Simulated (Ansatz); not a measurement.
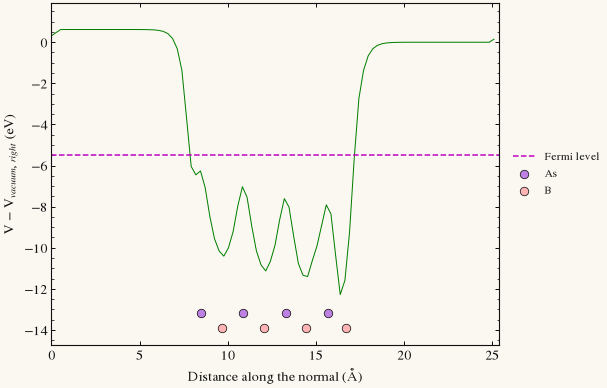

Plane-averaged electrostatic potential energy of an electron across the slab; circles at the bottom mark the heights of the atoms (positions after relaxation).

System: a (100) slab cut from BAs (F-43m), ended by B above and As below, 8 atoms in the cell. Starting structure of the relaxation:

```yaml
crystal:
  lattice:
    - [3.38268, 0.00000, 0.00000]
    - [0.00000, 3.38268, 0.00000]
    - [0.00000, 0.00000, 25.37171]
  atoms:
    - { symbol: As, position: [0.00000, 0.50000, 0.33502] }
    - { symbol: B, position: [0.50000, 0.50000, 0.38216] }
    - { symbol: As, position: [0.50000, 0.00000, 0.42929] }
    - { symbol: B, position: [0.00000, 0.00000, 0.47643] }
    - { symbol: As, position: [0.00000, 0.50000, 0.52357] }
    - { symbol: B, position: [0.50000, 0.50000, 0.57071] }
    - { symbol: As, position: [0.50000, 0.00000, 0.61784] }
    - { symbol: B, position: [0.00000, 0.00000, 0.66498] }
```

Level of theory: DFT r2SCAN, scalar-relativistic, plane waves, PAW, no spin polarisation, 8×8×1 k mesh; code Ansatz.

Question: Read off the work function of each face.

Answer: The work function is 5.48 eV at the right face and 6.10 eV at the left.

Question: How thick are slab and vacuum?

Answer: The outermost atoms are 8.2 Å apart, which leaves 17.2 Å of vacuum in a cell 25.4 Å high.

Question: Do the two faces differ, and what does that say about the slab's dipole?

Answer: The vacuum level is 0.62 eV higher at the left than at the right, so the slab carries a dipole along its normal; the ramp in the vacuum, at or near the edge of the plot, is the dipole correction that keeps each side flat. Some atoms were held fixed in the relaxation, which can itself make the faces differ.

The run may have settled in a state above the lowest, so this need not be the ground state.
